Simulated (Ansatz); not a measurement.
Al

Input file:

```
crystal:
  lattice:
    - [2.8270770242, 0.0, 0.0]
    - [-1.4135385121, 2.4483205214, 0.0]
    - [0.0, 0.0, 9.18599307]
  atoms:
    - { symbol: Al, position: [0.6666666667, 0.3333333333, 0.75] }
    - { symbol: Al, position: [0.0, 0.0, 0.5] }
    - { symbol: Al, position: [0.3333333333, 0.6666666667, 0.25] }
    - { symbol: Al, position: [0.0, 0.0, 0.0] }
hamiltonian:
  xc: r2scan
  pseudopotentials: { kind: paw }
kpoints:
  mp_grid: { grid: [11, 11, 3] }
scf:
  occupations: { method: fermi_dirac, width: 0.05 }
output:
  forces: true
  stress: true
  eigenvalues: true
  write_density: true
  write_potential: true
  elf: true
  volumetric_format: npy
```

Launched as:

```sh
ansatz run input.yaml --threads 2 --pin off --max-ram 5632MiB --backend cpu --events-out ev --progress --plain --runs-dir out
```

Below, planes, directions and counts refer to the conventional cell (a = 2.83 Å, b = 2.83 Å, c = 9.19 Å, α = 90.00°, β = 90.00°, γ = 120.00°).

Space group P6₃/mmc; a structure from a database of computed crystals, not necessarily the ambient phase.

All numbers below come from Kohn-Sham DFT of a periodic cell, r2SCAN, Ansatz PAW (Ansatz 0.2.0).

> What will maps of the valence pseudo-density and electron localisation function show?

Al–Al (2.83 Å): ρ at the midpoint is about 0.21 e/Å³; the ELF peaks at about 0.65 between the atoms.

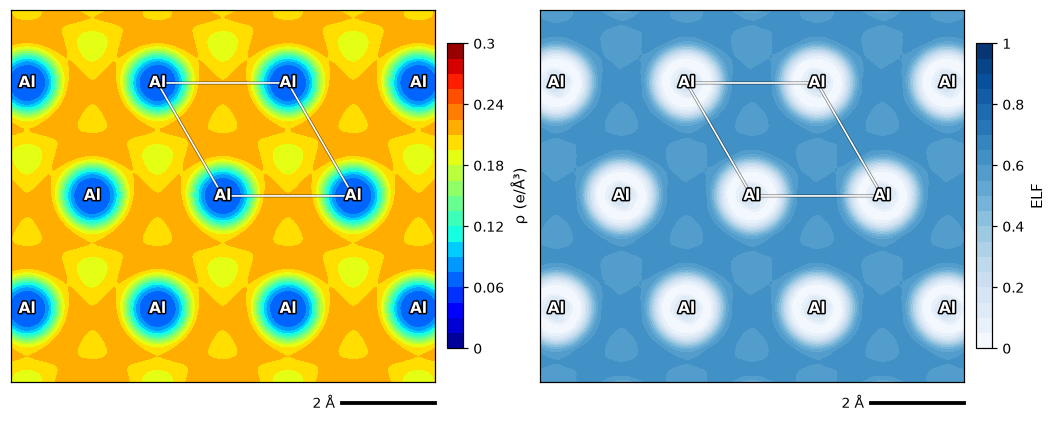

Computed valence pseudo-density and electron localisation function on the (001) plane of the conventional cell, in this order. 

In a PAW calculation such maps are meaningful between the atoms, not at the nuclei.
